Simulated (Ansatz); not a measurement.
## Single-point calculation, with input and output: Sr8Ti8O23 (part 1 of 2)

System: Sr8Ti8O23 (defect cell, 39 atoms in the cell).
Method: DFT, HSE06, PAW, plane waves (Ansatz 0.2.0).

Figures and captions count atoms from 1; the log counts them from 0 in places.

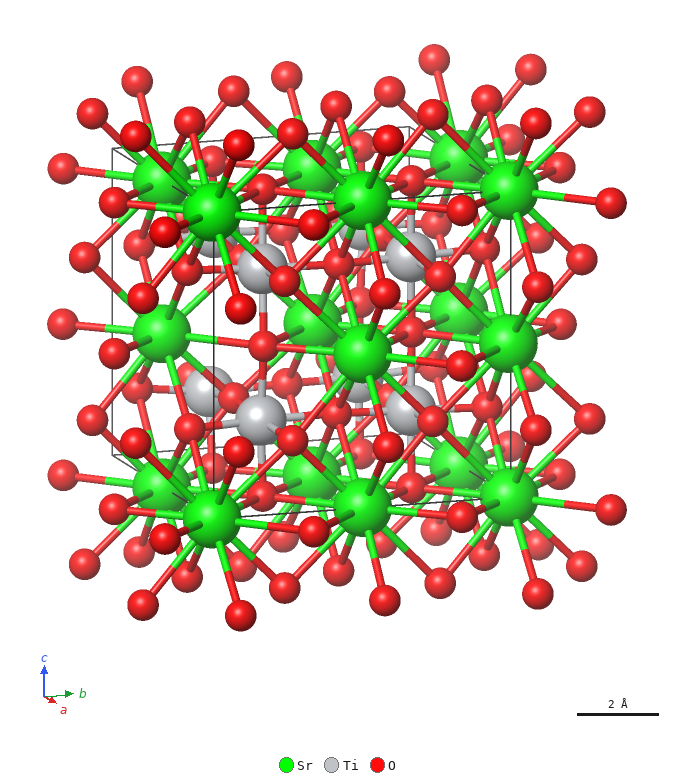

Fig. 1: The structure as given in the input (ball-and-stick view of the cell of the calculation, seen slightly off an axis; bonded neighbours outside the cell are drawn too).

**Key numbers**

| quantity | value |
| --- | --- |
| outcome | converged |
| electrons treated | 314 |
| free energy | −61479.2165 eV |
| Fermi energy | 12.578 eV |
| largest force (length of the vector) | 0.558 eV/Å |
| hardware | 8 threads of Arm Neoverse-V1, 18 GiB of memory available, shared host |
| wall time | 2 min (CPU time 15 min) |
| peak memory | 2.1 GiB |

Warnings of the run: the gap may close elsewhere in the zone. The k-point mesh is coarse for a cell of this size, so the results may not be converged.

**Input**
```yaml
crystal:
  lattice:
    - [7.782821, 0.000000, 0.000000]
    - [0.000000, 7.782821, 0.000000]
    - [0.000000, 0.000000, 7.782821]
  atoms:
    - { symbol: Sr, position: [0.993512, 0.996984, 0.998004] }
    - { symbol: Sr, position: [0.992141, 0.994442, 0.499068] }
    - { symbol: Sr, position: [0.991970, 0.504061, 0.999159] }
    - { symbol: Sr, position: [0.992932, 0.504414, 0.500148] }
    - { symbol: Sr, position: [0.501742, 0.995525, 0.998741] }
    - { symbol: Sr, position: [0.498790, 0.996893, 0.499667] }
    - { symbol: Sr, position: [0.500446, 0.501704, 0.000925] }
    - { symbol: Sr, position: [0.501719, 0.504120, 0.498375] }
    - { symbol: Ti, position: [0.241197, 0.243846, 0.240251] }
    - { symbol: Ti, position: [0.250919, 0.257748, 0.759808] }
    - { symbol: Ti, position: [0.246387, 0.743213, 0.251720] }
    - { symbol: Ti, position: [0.248431, 0.758949, 0.748359] }
    - { symbol: Ti, position: [0.739252, 0.247780, 0.250494] }
    - { symbol: Ti, position: [0.748702, 0.249483, 0.745917] }
    - { symbol: Ti, position: [0.746249, 0.749161, 0.248230] }
    - { symbol: Ti, position: [0.747197, 0.749073, 0.749093] }
    - { symbol: O, position: [0.283831, 0.239984, 0.999770] }
    - { symbol: O, position: [0.234372, 0.755838, 0.000139] }
    - { symbol: O, position: [0.267182, 0.743218, 0.500799] }
    - { symbol: O, position: [0.733864, 0.255781, 0.000786] }
    - { symbol: O, position: [0.772679, 0.246497, 0.498372] }
    - { symbol: O, position: [0.765728, 0.746231, 0.000247] }
    - { symbol: O, position: [0.734277, 0.756589, 0.500554] }
    - { symbol: O, position: [0.005741, 0.263534, 0.237415] }
    - { symbol: O, position: [0.004239, 0.237376, 0.758412] }
    - { symbol: O, position: [0.999912, 0.737595, 0.265066] }
    - { symbol: O, position: [0.999457, 0.762358, 0.735474] }
    - { symbol: O, position: [0.500796, 0.238107, 0.273305] }
    - { symbol: O, position: [0.499821, 0.263989, 0.722438] }
    - { symbol: O, position: [0.500631, 0.762705, 0.234101] }
    - { symbol: O, position: [0.500452, 0.736371, 0.766897] }
    - { symbol: O, position: [0.236434, 0.003390, 0.266656] }
    - { symbol: O, position: [0.263904, 0.000735, 0.738937] }
    - { symbol: O, position: [0.263344, 0.497855, 0.252564] }
    - { symbol: O, position: [0.236372, 0.495283, 0.747535] }
    - { symbol: O, position: [0.764239, 0.000236, 0.244216] }
    - { symbol: O, position: [0.737592, 0.000149, 0.755876] }
    - { symbol: O, position: [0.738545, 0.501508, 0.254448] }
    - { symbol: O, position: [0.763846, 0.500872, 0.746156] }
  symmetry: { detect: false }
kpoints:
  mp_grid: { grid: [1, 1, 1], shift: [0.25, 0.25, 0.25] }
hamiltonian:
  xc: hse06
scf:
  occupations: { method: fermi_dirac, width: 0.01 }
output:
  forces: true
  eigenvalues: true
  populations: true
  eigenstates: { kpoints: [[0.25, 0.25, 0.25]], e_range: [-6.0, 6.0], localisation: true }
  write_density: true
  write_potential: true
  elf: true
  volumetric_format: npy
```

Launched with:
```bash
ansatz run in.yaml --threads 8 --pin off --max-ram 17100MiB --runs-dir r --events-out ev --progress --plain
```

**The program's output**
```
Pseudopotentials: kind: paw
Functional definition: HSE06
  parameter a = 0.25
  parameter omega = 0.11/bohr
  exchange = pbe_x - a*pbe_x_sr(omega) + a*exact_x_sr(omega)
  correlation = pbe_c
Crystal: 39 atoms, lattice volume = 471.423 Å³
Basis set: ecut = 420 eV, 9171 PW (Γ), exchange–correlation on 108×108×108 points (8 copies of the dense FFT grid, shifted against one another)
Bands: 196, of which v1, the nominal top of the filled ones, is band 157 counted from 1 (156 counted from 0)
Symmetry: 1 space group operations
k-points: 1
Non-local potential: Sr, projectors of the file, l = 0: 3, l = 1: 2, l = 2: 2
Non-local potential: Ti, projectors of the file, l = 0: 3, l = 1: 2, l = 2: 3, l = 3: 1
Non-local potential: O, projectors of the file, l = 0: 2, l = 1: 2, l = 2: 1
PAW form: soft (Blöchl's): semilocal exchange-correlation on the pseudo side does not see the compensation charge
PAW frozen core: Sr, regenerated for the run's functional, and the local potential with it (the file was generated under x = pbe(κ = 0.804, μ = 0.2195149727645171), c = pbe(β = 0.06672455060314922))
PAW frozen core: Ti, regenerated for the run's functional, and the local potential with it (the file was generated under x = pbe(κ = 0.804, μ = 0.2195149727645171), c = pbe(β = 0.06672455060314922))
PAW frozen core: O, regenerated for the run's functional, and the local potential with it (the file was generated under x = pbe(κ = 0.804, μ = 0.2195149727645171), c = pbe(β = 0.06672455060314922))
PAW one-centre angular grid: Sr, 110 points (default); XC on 64 Gauss nodes
PAW one-centre angular grid: Ti, 590 points (default); XC on 64 Gauss nodes
PAW one-centre angular grid: O, 110 points (default); XC on 96 Gauss nodes
Initial density: superposition of atomic densities (neutral atoms: chi_scale 0, normalization atom), corrected by the library's trained network
Initial wavefunctions: pseudopotential atomic-orbital guess
Functional: x = pbe(κ = 0.804, μ = 0.2195149727645171), c = pbe(β = 0.06672455060314922), warm-up for x = pbe(κ = 0.804, μ = 0.2195149727645171) + 0.25 (exact − pbe) at short range (hse, ω = 0.20786987370883472 Å⁻¹), c = pbe(β = 0.06672455060314922); HSE06 as pw.x's `hse` composes it (authors' and Libxc's form: `xc: wpbeh`)
SCF iter   1: F=—  HF=-61465.479686 eV  |F-HF|=—  |Δ(HF+E_count)|=         —  Δρ=8.47e-3  dr2=1.13e0  ethr=1.77e-3  ⟨swp⟩=17.0  Hψ=905  notcnv=0
preconditioner: auto → none  [insulator: Δε(μ)=0.586 eV  Ē_g=12.177 eV  σ=0.010 eV  W_gap=1.00  n_scr=122 (ndim 8)  ℏωp=26.2 eV  f_vac=0.000  D(μ)=0.00/eV (n_scr^D=0)]
SCF iter   2: F=—  HF=-61465.367148 eV  |F-HF|=—  |Δ(HF+E_count)|=   1.13e-1  Δρ=6.65e-3  dr2=3.88e-1  ethr=3.59e-4  ⟨swp⟩=9.0  Hψ=467  notcnv=0
SCF iter   3: F=—  HF=-61465.319526 eV  |F-HF|=—  |Δ(HF+E_count)|=   4.76e-2  Δρ=3.30e-3  dr2=1.46e-1  ethr=1.24e-4  ⟨swp⟩=8.0  Hψ=465  notcnv=0  defer=1
iter 4 solved again at ethr=3.97e-6 eV; its pass at ethr=4.66e-5 eV (dr2=1.25e-2 eV) is discarded
SCF iter   4: F=—  HF=-61465.302470 eV  |F-HF|=—  |Δ(HF+E_count)|=   1.71e-2  Δρ=1.11e-3  dr2=1.22e-2  ethr=3.97e-6  ⟨swp⟩=8.0  Hψ=905  notcnv=0
SCF iter   5: F=—  HF=-61465.301192 eV  |F-HF|=—  |Δ(HF+E_count)|=   1.28e-3  Δρ=3.64e-4  dr2=5.83e-4  ethr=3.88e-6  ⟨swp⟩=7.0  Hψ=449  notcnv=0
SCF iter   6: F=—  HF=-61465.301176 eV  |F-HF|=—  |Δ(HF+E_count)|=   1.68e-5  Δρ=1.20e-4  dr2=8.73e-5  ethr=1.86e-7  ⟨swp⟩=5.0  Hψ=426  notcnv=0
SCF iter   7: F=-61465.301169 eV  HF=-61465.301172 eV  |F-HF|=3.28e-6  |Δ(HF+E_count)|=   3.14e-6  Δρ=2.57e-5  dr2=4.85e-6  ethr=2.78e-8  ⟨swp⟩=4.0  Hψ=415  notcnv=0
SCF 1 stopped early in 7 iterations: F = -61465.301169 eV  dr2 = 4.85e-6
  greatest PAW one-centre occupation: 0.999 electrons in one spin orbital (limit 2), on the Ti atom at site 15 (counted from 0), in its partial waves of l = 0
Initial density: handed on by an earlier stage of this run
Initial wavefunctions: those handed on with the density
Functional: x = pbe(κ = 0.804, μ = 0.2195149727645171) + 0.25 (exact − pbe) at short range (hse, ω = 0.20786987370883472 Å⁻¹), c = pbe(β = 0.06672455060314922); HSE06 as pw.x's `hse` composes it (authors' and Libxc's form: `xc: wpbeh`)
Exchange kernel: α = 0.2500, screened, ω = 0.2079 Å⁻¹, Wigner–Seitz truncation, v(0) = 760.8953 eV·Å³, q-mesh 1×1×1, nearest image of the exchange supercell L = 7.78 Å, pair-density grid 40×40×40, without the augmentation charges, whose exchange is taken in its separable form (sized by the pseudopotential files, 54×54×54 at the most)
Frozen-core exchange: fock
SCF iter   1: F=—  HF=-61480.391041 eV  |F-HF|=—  |Δ(HF+E_count)|=         —  Δρ=2.78e-2  dr2=5.60e0  ethr=1.54e-8  ⟨swp⟩=17.0  Hψ=1382  notcnv=0
preconditioner: auto → none  [insulator: Δε(μ)=1.301 eV  Ē_g=15.078 eV  σ=0.010 eV  W_gap=1.00  n_scr=122 (ndim 8)  ℏωp=26.2 eV  f_vac=0.000  D(μ)=0.00/eV (n_scr^D=0)]
SCF iter   2: F=—  HF=-61480.184032 eV  |F-HF|=—  |Δ(HF+E_count)|=   2.07e-1  Δρ=3.23e-2  dr2=6.92e0  ethr=1.54e-8  ⟨swp⟩=10.0  Hψ=1307  notcnv=0
SCF iter   3: F=—  HF=-61479.073452 eV  |F-HF|=—  |Δ(HF+E_count)|=    1.11e0  Δρ=7.13e-3  dr2=4.71e-1  ethr=1.54e-8  ⟨swp⟩=9.0  Hψ=1195  notcnv=0
SCF iter   4: F=—  HF=-61479.004696 eV  |F-HF|=—  |Δ(HF+E_count)|=   6.88e-2  Δρ=3.49e-3  dr2=7.51e-2  ethr=1.54e-8  ⟨swp⟩=6.0  Hψ=909  notcnv=0
SCF iter   5: F=—  HF=-61479.228464 eV  |F-HF|=—  |Δ(HF+E_count)|=   2.24e-1  Δρ=2.93e-3  dr2=5.62e-2  ethr=1.54e-8  ⟨swp⟩=6.0  Hψ=991  notcnv=0
SCF iter   6: F=—  HF=-61479.216942 eV  |F-HF|=—  |Δ(HF+E_count)|=   1.15e-2  Δρ=1.07e-3  dr2=9.49e-3  ethr=1.54e-8  ⟨swp⟩=6.0  Hψ=855  notcnv=0
SCF iter   7: F=—  HF=-61479.216388 eV  |F-HF|=—  |Δ(HF+E_count)|=   5.54e-4  Δρ=7.74e-4  dr2=5.90e-3  ethr=1.54e-8  ⟨swp⟩=6.0  Hψ=758  notcnv=0
SCF iter   8: F=—  HF=-61479.221944 eV  |F-HF|=—  |Δ(HF+E_count)|=   5.56e-3  Δρ=7.69e-4  dr2=4.55e-3  ethr=1.54e-8  ⟨swp⟩=5.0  Hψ=801  notcnv=0
SCF iter   9: F=—  HF=-61479.221973 eV  |F-HF|=—  |Δ(HF+E_count)|=   2.97e-5  Δρ=4.59e-4  dr2=1.71e-3  ethr=1.54e-8  ⟨swp⟩=5.0  Hψ=581  notcnv=0
SCF iter  10: F=—  HF=-61479.222314 eV  |F-HF|=—  |Δ(HF+E_count)|=   3.41e-4  Δρ=2.82e-4  dr2=8.06e-4  ethr=1.54e-8  ⟨swp⟩=5.0  Hψ=673  notcnv=0
SCF 2 stopped early in 12 iterations: F = -61479.222229 eV  dr2 = 5.67e-5
  Residual-converged pass: ⟨swp⟩=4.0  Hψ=576  notcnv=0  max |occ|·‖R‖ = 5.9e-6 eV (tolerance 6.7e-6 eV)  dr2=5.70e-5  dr2_onsite=2.98e-6  max |Δocc| = 0.0e0
  greatest PAW one-centre occupation: 1.000 electrons in one spin orbital (limit 2), on the Ti atom at site 15 (counted from 0), in its partial waves of l = 0
hybrid outer 1: dexx = +2.722e-1 eV, tail = 4.46e-4 eV
SCF iter   1: F=—  HF=-61479.216536 eV  |F-HF|=—  |Δ(HF+E_count)|=         —  Δρ=9.74e-5  dr2=8.46e-5  ethr=7.10e-7  ⟨swp⟩=7.0  Hψ=463  notcnv=0
preconditioner: auto → none  [insulator: Δε(μ)=0.849 eV  Ē_g=14.439 eV  σ=0.010 eV  W_gap=1.00  n_scr=122 (ndim 8)  ℏωp=26.2 eV  f_vac=0.000  D(μ)=0.00/eV (n_scr^D=0)]
SCF iter   2: F=—  HF=-61479.216550 eV  |F-HF|=—  |Δ(HF+E_count)|=   1.36e-5  Δρ=9.56e-5  dr2=7.86e-5  ethr=2.37e-8  ⟨swp⟩=5.0  Hψ=467  notcnv=0
SCF iter   3: F=—  HF=-61479.216540 eV  |F-HF|=—  |Δ(HF+E_count)|=   1.00e-5  Δρ=4.04e-5  dr2=6.32e-6  ethr=2.37e-8  ⟨swp⟩=4.0  Hψ=367  notcnv=0
SCF iter   4: F=—  HF=-61479.216539 eV  |F-HF|=—  |Δ(HF+E_count)|=   4.61e-7  Δρ=1.84e-5  dr2=1.76e-6  ethr=1.88e-9  ⟨swp⟩=6.0  Hψ=419  notcnv=0
SCF iter   5: F=—  HF=-61479.216539 eV  |F-HF|=—  |Δ(HF+E_count)|=   3.15e-7  Δρ=7.18e-6  dr2=2.26e-7  ethr=5.37e-10  ⟨swp⟩=5.0  Hψ=389  notcnv=0  defer=3
SCF iter   6: F=—  HF=-61479.216539 eV  |F-HF|=—  |Δ(HF+E_count)|=   5.97e-9  Δρ=4.17e-6  dr2=8.26e-8  ethr=6.59e-11  ⟨swp⟩=6.0  Hψ=479  notcnv=0
SCF iter   7: F=—  HF=-61479.216539 eV  |F-HF|=—  |Δ(HF+E_count)|=   8.90e-9  Δρ=2.19e-6  dr2=1.53e-8  ethr=2.41e-11  ⟨swp⟩=6.0  Hψ=400  notcnv=0  defer=3
SCF iter   8: F=-61479.216539 eV  HF=-61479.216539 eV  |F-HF|=2.15e-9  |Δ(HF+E_count)|=   1.26e-9  Δρ=9.78e-7  dr2=3.58e-9  ethr=4.96e-12 (applied; sched 4.56e-12)  ⟨swp⟩=6.0  Hψ=431  notcnv=0  defer=3
SCF 3 converged in 8 iterations: F = -61479.216539 eV  dr2 = 3.58e-9
  Residual-converged pass: ⟨swp⟩=3.0  Hψ=408  notcnv=0  max |occ|·‖R‖ = 1.5e-6 eV (tolerance 2.0e-6 eV)  dr2=3.62e-9  dr2_onsite=2.80e-10  max |Δocc| = 0.0e0
hybrid outer 2: dexx = +1.976e-5 eV, tail = 6.92e-8 eV, Δε = 7.83e-3 eV (about 1.13e-4 eV left of the loop's levels), ΔF = 2.13e-2 eV/Å (tail 1.85e-3)
```
